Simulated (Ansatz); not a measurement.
```xyz
8
Lattice="5.7842 0.0000 0.0000 0.0000 5.7842 0.0000 0.0000 0.0000 5.7842" Properties=species:S:1:pos:R:3 pbc="T T T"
Mo    4.3381    1.4460    1.4460
Mo    1.4460    4.3381    1.4460
Mo    1.4460    1.4460    4.3381
Mo    4.3381    4.3381    4.3381
Mo    2.8921    0.0000    0.0000
Mo    0.0000    2.8921    0.0000
Mo    0.0000    0.0000    2.8921
Mo    2.8921    2.8921    2.8921
```

Space group Fd-3m; set up as Mo, diamond; a generated structure, not necessarily the stable one; changed on purpose from its base cell (volume × 1.12); computed pressure about −11 GPa in this cell; computed without spin polarisation.

Level of theory: Ansatz, DFT, LDA (PW92), plane waves (420 eV) with PAW, scalar-relativistic.

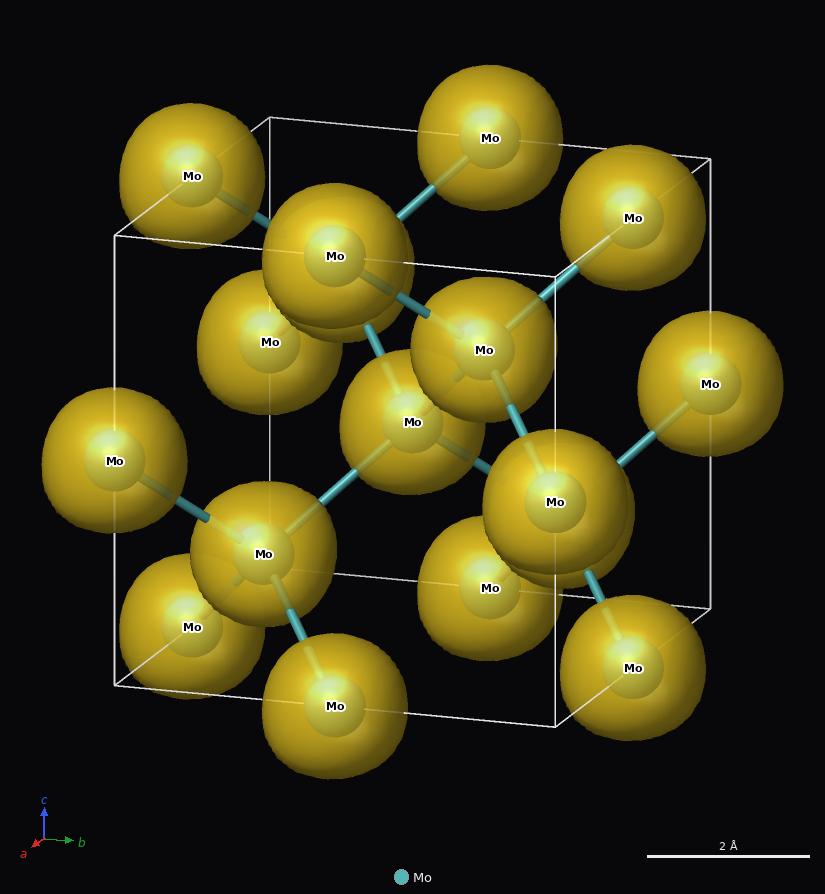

Mo. Isosurface of the valence charge density (pseudo) at 1 e/Å³ (yellow), seen slightly off an axis. Sticks mark near contacts.

Q: Which contacts does the surface bridge?

A: At this value the density breaks into separate islands; it holds about 65 % of the electrons treated as valence (semicore included). It bridges none of the near contacts. It is pinched off along the shortest Mo–Mo (2.50 Å) contacts. On the grid the lowest density along these lines, outside the cores, is 0.61 e/Å³ (Mo–Mo, 2.50 Å).

Q: Metal or insulator at this level of theory?

A: It is metallic or semimetallic at this level of theory: no gap opens.
